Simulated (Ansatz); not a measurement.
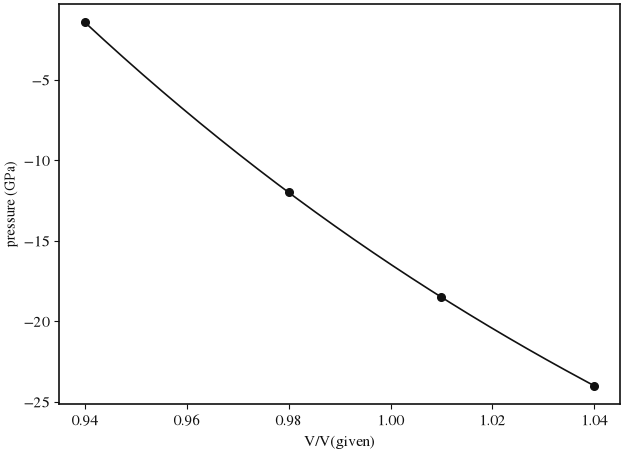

Pressure against V/V(given) for HfO₂, space group Fm-3m (No. 225).

V(given) is 11.15 Å³/atom.

The pressure falls from −1.4 GPa at V/V(given) 0.94 to −24.0 GPa at 1.04.

Calculation (Ansatz 0.2.0): periodic Kohn-Sham DFT of a crystal at fixed atoms, scaled to the stated factor times the given cell; pressure positive in compression. Level: LDA.

method all-electron PAW; relativity scalar; k mesh 8×8×8; occupations Fermi–Dirac; smearing width 0.01 eV; nucleus Gaussian.

Cell as given: a = 3.617 Å, b = 3.617 Å, c = 3.617 Å, α = 60.00°, β = 60.00°, γ = 60.00°; 3 atoms.

Caveats: no spin-orbit coupling on heavy atoms; the volumes run don't bracket the minimum of the energy, so any equilibrium value is extrapolated.
